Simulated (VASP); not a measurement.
SiO₂: band-structure calculation

- system: SiO₂ (Fm-3m, 3 atoms in the cell)
- method: DFT, PBE, plane waves, PAW (VASP 6.6.1)

The structure was built on a prototype by a generator. The geometry comes from this level: r2SCAN.

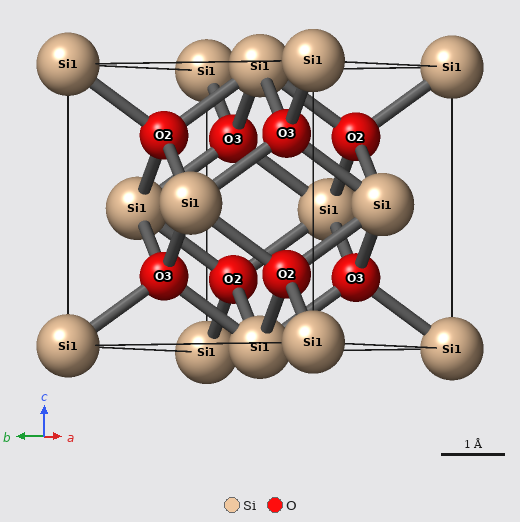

*The input geometry (ball-and-stick view of the cell 4 times as large as that of the calculation, set on its symmetry axes, seen at an oblique angle; atoms are numbered from 1 in the order of the input).*

Near neighbours in the crystal (not all of them lie inside the picture): Si has 8 O at 1.96 Å; O has 4 Si at 1.96 Å.

INCAR:
```
ENCUT = 520.000000
SIGMA = 0.020000
EDIFF = 1.00e-07
GGA = PE
PREC = Accurate
IBRION = -1
ISIF = 2
ISMEAR = -1
NBANDS = 15
NELM = 120
NSW = 0
LASPH = .TRUE.
LCHARG = .TRUE.
LELF = .TRUE.
LWAVE = .FALSE.
LREAL = .FALSE.
```

KPOINTS:
```
KPOINTS created by Atomic Simulation Environment
0
Gamma
10 10 10
0 0 0
```

KPOINTS_OPT:
```
special points
6
Reciprocal
0.0000000000 0.0000000000 0.0000000000 1
0.5000000000 0.0000000000 0.5000000000 1
0.5000000000 0.2500000000 0.7500000000 1
0.3750000000 0.3750000000 0.7500000000 1
0.5000000000 0.5000000000 0.5000000000 1
0.6250000000 0.2500000000 0.6250000000 1
```

POSCAR:
```
Si O
 1.0000000000000000
    -0.0000000000000000    2.2641691162216273    2.2641691162216273
     2.2641691162216273   -0.0000000000000000    2.2641691162216273
     2.2641691162216273    2.2641691162216273   -0.0000000000000000
 Si  O
   1   2
Cartesian
 -0.0000000000000000  0.0000000000000000 -0.0000000000000000
  1.1320845581108139  1.1320845581108139  1.1320845581108139
  3.3962536743324403  3.3962536743324403  3.3962536743324403
```

Command:
```bash
mpirun -np 1 vasp_std
```

OSZICAR:
```
N       E                     dE             d eps       ncg     rms          rms(c)
DAV:   1     0.542449640818E+02    0.54245E+02   -0.87096E+03  1450   0.101E+03
DAV:   2    -0.204370990412E+02   -0.74682E+02   -0.67403E+02  1844   0.224E+02
DAV:   3    -0.226239633379E+02   -0.21869E+01   -0.21819E+01  1704   0.367E+01
DAV:   4    -0.226313969498E+02   -0.74336E-02   -0.74332E-02  1725   0.256E+00
DAV:   5    -0.226314346933E+02   -0.37744E-04   -0.37743E-04  1711   0.173E-01    0.110E+01
DAV:   6    -0.198982175183E+02    0.27332E+01   -0.52799E+00  1487   0.214E+01    0.408E+00
DAV:   7    -0.199012649337E+02   -0.30474E-02   -0.27096E-01  1711   0.425E+00    0.174E+00
DAV:   8    -0.198993917678E+02    0.18732E-02   -0.14369E-02  1522   0.130E+00    0.514E-01
DAV:   9    -0.199010571505E+02   -0.16654E-02   -0.27232E-03  1564   0.516E-01    0.171E-01
DAV:  10    -0.199013196512E+02   -0.26250E-03   -0.56988E-04  1515   0.182E-01    0.318E-02
DAV:  11    -0.199013060088E+02    0.13642E-04   -0.33266E-05  1900   0.508E-02    0.728E-03
DAV:  12    -0.199013097316E+02   -0.37228E-05   -0.49651E-06  1494   0.175E-02    0.267E-03
DAV:  13    -0.199013098356E+02   -0.10397E-06   -0.55356E-08  1532   0.182E-03    0.203E-03
DAV:  14    -0.199013099209E+02   -0.85313E-07   -0.19361E-08  1160   0.134E-03
   1 F= -.19901310E+02 E0= -.19901310E+02  d E =-.372634E-10
       N       E                     dE             ncg
DAV:   1     0.124585015326E+04   -0.31161E+04      187
DAV:   2     0.860279128483E+03   -0.38557E+03      236
DAV:   3     0.850646885591E+03   -0.96322E+01      229
DAV:   4     0.850609853105E+03   -0.37032E-01      208
DAV:   5     0.850609633138E+03   -0.21997E-03      222
DAV:   6     0.850609631079E+03   -0.20584E-05      215
DAV:   7     0.850609631058E+03   -0.21702E-07      160
```

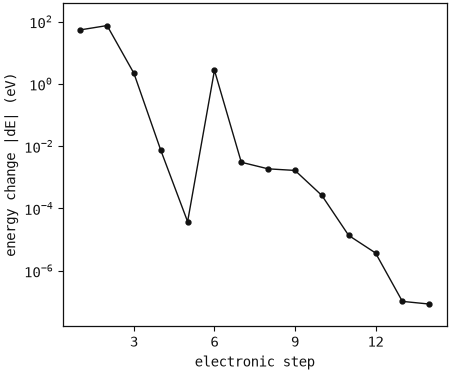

*Convergence of the self-consistent field: energy change |dE| against the electronic step.*

It takes 14 electronic steps. The density is held fixed in the first few steps, and dE rises again when its update begins.

Parts of OUTCAR:
```
k-points           NKPTS =     47   k-points in BZ     NKDIM =     47   number of bands    NBANDS=     15

   NELECT =      16.0000    total number of electrons

   dimension x,y,z NGX =    24 NGY =   24 NGZ =   24
   dimension x,y,z NGXF=    48 NGYF=   48 NGZF=   48

  energy-cutoff  :      520.00
  volume of cell :       23.21
      direct lattice vectors                 reciprocal lattice vectors
     0.000000000  2.264169116  2.264169116    -0.220831561  0.220831561  0.220831561
     2.264169116  0.000000000  2.264169116     0.220831561 -0.220831561  0.220831561
     2.264169116  2.264169116  0.000000000     0.220831561  0.220831561 -0.220831561

 k-points in reciprocal lattice and weights: KPOINTS created by Atomic Simulation Env
   0.00000000  0.00000000  0.00000000       0.001
   0.10000000  0.00000000  0.00000000       0.008
   0.20000000  0.00000000  0.00000000       0.008
   0.30000000  0.00000000  0.00000000       0.008
   0.40000000  0.00000000  0.00000000       0.008
   0.50000000  0.00000000  0.00000000       0.004
   0.10000000  0.10000000  0.00000000       0.006
   0.20000000  0.10000000  0.00000000       0.024
   0.30000000  0.10000000  0.00000000       0.024
   0.40000000  0.10000000  0.00000000       0.024
   0.50000000  0.10000000  0.00000000       0.024
  -0.40000000  0.10000000  0.00000000       0.024
  -0.30000000  0.10000000  0.00000000       0.024
  -0.20000000  0.10000000  0.00000000       0.024
  -0.10000000  0.10000000  0.00000000       0.012
   0.20000000  0.20000000  0.00000000       0.006
   0.30000000  0.20000000  0.00000000       0.024
   0.40000000  0.20000000  0.00000000       0.024
   0.50000000  0.20000000  0.00000000       0.024
  -0.40000000  0.20000000  0.00000000       0.024
  -0.30000000  0.20000000  0.00000000       0.024
  -0.20000000  0.20000000  0.00000000       0.012
   0.30000000  0.30000000  0.00000000       0.006
   0.40000000  0.30000000  0.00000000       0.024
   0.50000000  0.30000000  0.00000000       0.024
  -0.40000000  0.30000000  0.00000000       0.024
  -0.30000000  0.30000000  0.00000000       0.012
   0.40000000  0.40000000  0.00000000       0.006
   0.50000000  0.40000000  0.00000000       0.024
  -0.40000000  0.40000000  0.00000000       0.012
   0.50000000  0.50000000  0.00000000       0.003
   0.30000000  0.20000000  0.10000000       0.024
   0.40000000  0.20000000  0.10000000       0.048
   0.50000000  0.20000000  0.10000000       0.048
  -0.40000000  0.20000000  0.10000000       0.024
   0.40000000  0.30000000  0.10000000       0.024
   0.50000000  0.30000000  0.10000000       0.048
  -0.40000000  0.30000000  0.10000000       0.048
  -0.30000000  0.30000000  0.10000000       0.048
  -0.20000000  0.30000000  0.10000000       0.024
   0.50000000  0.40000000  0.10000000       0.024
  -0.40000000  0.40000000  0.10000000       0.048
  -0.30000000  0.40000000  0.10000000       0.024
  -0.40000000  0.50000000  0.10000000       0.012
  -0.40000000  0.40000000  0.20000000       0.024
  -0.30000000  0.40000000  0.20000000       0.024
  -0.30000000  0.50000000  0.20000000       0.012

 E-fermi :  10.0207

 k-point     1 :       0.0000    0.0000    0.0000
  band No.  band energies     occupation
      1     -13.3289      2.00000
      2      -6.4175      2.00000
      3       3.8257      2.00000
      4       3.8257      2.00000
      5       3.8257      2.00000
      6       7.3852      2.00000
      7       7.3852      2.00000
      8       7.3852      2.00000
      9      11.8852      0.00000
     10      15.6032      0.00000
     11      15.6032      0.00000
     12      15.6032      0.00000
     13      22.0874      0.00000
     14      22.0874      0.00000
     15      24.4871      0.00000

 k-point     2 :       0.1000    0.0000    0.0000
  band No.  band energies     occupation
      1     -13.1847      2.00000
      2      -6.6076      2.00000
      3       3.7137      2.00000
      4       3.8335      2.00000
      5       3.8335      2.00000
      6       6.8564      2.00000
      7       7.1996      2.00000
      8       7.1996      2.00000
      9      12.5759      0.00000
     10      15.6964      0.00000
     11      15.8680      0.00000
     12      15.8680      0.00000
     13      22.3701      0.00000
     14      22.3701      0.00000
     15      25.0390      0.00000

 k-point     3 :       0.2000    0.0000    0.0000
  band No.  band energies     occupation
      1     -12.7592      2.00000
      2      -7.1564      2.00000
      3       3.3973      2.00000
      4       3.8765      2.00000
      5       3.8765      2.00000
      6       5.9225      2.00000
      7       6.7103      2.00000
      8       6.7103      2.00000
      9      13.8407      0.00000
     10      16.2395      0.00000
     11      16.6393      0.00000
     12      16.6393      0.00000
     13      23.0367      0.00000
     14      23.0367      0.00000
     15      26.1694      0.00000

 k-point     4 :       0.3000    0.0000    0.0000
  band No.  band energies     occupation
      1     -12.0764      2.00000
      2      -7.9982      2.00000
      3       2.9797      2.00000
      4       3.9962      2.00000
      5       3.9962      2.00000
      6       5.1631      2.00000
      7       6.0743      2.00000
      8       6.0743      2.00000
      9      14.8169      0.00000
     10      17.5010      0.00000
     11      17.8099      0.00000
     12      17.8099      0.00000
     13      23.6271      0.00000
     14      23.6271      0.00000
     15      26.6382      0.00000

 k-point     5 :       0.4000    0.0000    0.0000
  band No.  band energies     occupation
      1     -11.1811      2.00000
      2      -9.0286      2.00000
      3       2.6401      2.00000
      4       4.2131      2.00000
      5       4.2131      2.00000
      6       4.7014      2.00000
      7       5.4650      2.00000
      8       5.4650      2.00000
      9      15.4632      0.00000
     10      18.8884      0.00000
     11      19.0924      0.00000
     12      19.0924      0.00000
     13      23.6826      0.00000
     14      23.6826      0.00000
     15      26.2784      0.00000

 [... the levels of 41 k-points are left out ...]

 k-point    47 :      -0.3000    0.5000    0.2000
  band No.  band energies     occupation
      1      -9.9215      2.00000
      2      -9.2629      2.00000
      3      -1.2870      2.00000
      4       0.5133      2.00000
      5       3.7140      2.00000
      6       5.8166      2.00000
      7       8.8933      2.00000
      8       9.3972      2.00000
      9      14.0654      0.00000
     10      18.2912      0.00000
     11      19.7658      0.00000
     12      21.0328      0.00000
     13      22.5396      0.00000
     14      25.8095      0.00000
     15      28.5202      0.00000

  Total        1.4972142      1.4972142      1.4972142      0.0000000      0.0000000      0.0000000
  in kB      103.3327350    103.3327350    103.3327350      0.0000000      0.0000000      0.0000000
  external PRESSURE =     103.3327350 kB  Pullay stress =       0.0000000 kB

 POSITION                                       TOTAL-FORCE (eV/Angst)
 -----------------------------------------------------------------------------------
      0.00000      0.00000      0.00000         0.000000      0.000000      0.000000
      1.13208      1.13208      1.13208         0.000000     -0.000000     -0.000000
      3.39625      3.39625      3.39625        -0.000000      0.000000      0.000000
 -----------------------------------------------------------------------------------
    total drift:                                0.000000      0.000000      0.000000

  FREE ENERGIE OF THE ION-ELECTRON SYSTEM (eV)
  ---------------------------------------------------
  free  energy   TOTEN  =       -19.9013099209 eV

  energy  without entropy=      -19.9013099209  energy(sigma->0) =      -19.90130992
```

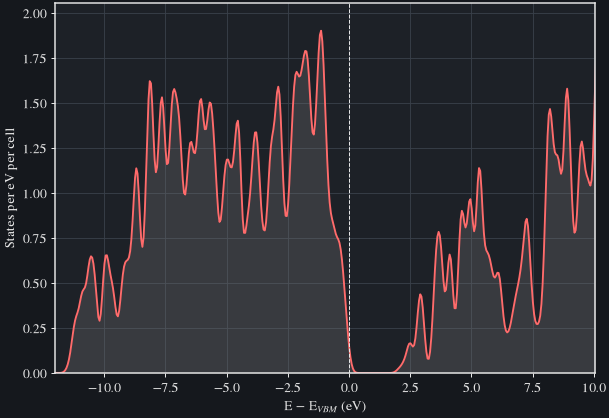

*Density of states (the curve is built from the levels of the k mesh with Gaussians 0.3 eV wide, which also blur the band edges), with energies from the valence-band top.*

There is a gap of 2.06 eV on the k-point mesh. Small ripples come from the finite k-point mesh.

Results in brief:

| quantity | value |
| --- | --- |
| outcome | converged |
| space group (tolerance 0.01 Å) | Fm-3m (225) |
| electrons treated | 16 |
| free energy | −19.9013 eV |
| Fermi energy | 10.021 eV |
| band gap | 2.06 eV |
| pressure | 10.33 GPa |
| largest force (length of the vector) | under 0.001 eV/Å |
| hardware | 1 CPU thread, shared host |
| wall time | 5.8 s |
| peak memory | 0.14 GiB |

Notes:

The cell is under a pressure of 10.3 GPa at this level, so it is not at its equilibrium volume.
